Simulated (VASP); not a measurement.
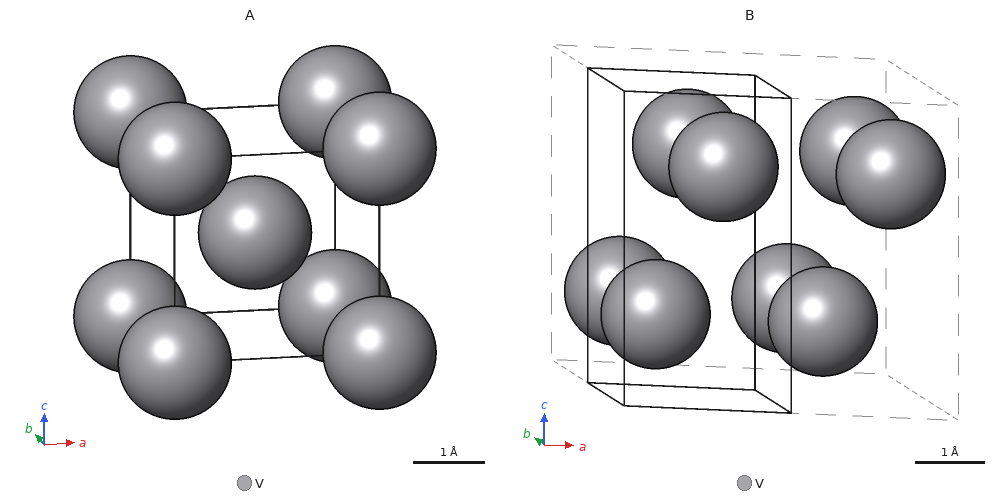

Two structures of V, each relaxed (cell and atoms) at zero pressure; conventional cells in solid outline, small ones repeated, each panel with its own scale. Alike in all runs: VASP 6.6.1; functional PBEsol; VASP's PAW PBE potentials, release 64 (V_sv); cutoff 600 eV; occupations gaussian, width 0.1 eV; no spin polarisation; no spin-orbit coupling. The k meshes have like spacings.

**Name the structure in each panel.**

A: body-centred cubic (W type), Im-3m; B: hexagonal close-packed (Mg type), P6₃/mmc.

**Which of these is lowest in energy, and how far above it do the others lie?**

A, then B (+268 meV/atom), static energies at zero smearing.

**Collect the results in a table.**

| panel | space group | E − E(lowest) (meV/atom) | volume (Å³/atom) |
| --- | --- | --- | --- |
| A | Im-3m | 0 | 13.0 |
| B | P6₃/mmc | 268 | 13.3 |

The starts are database entries or structure types tried for this composition, and the most stable form need not be among them.
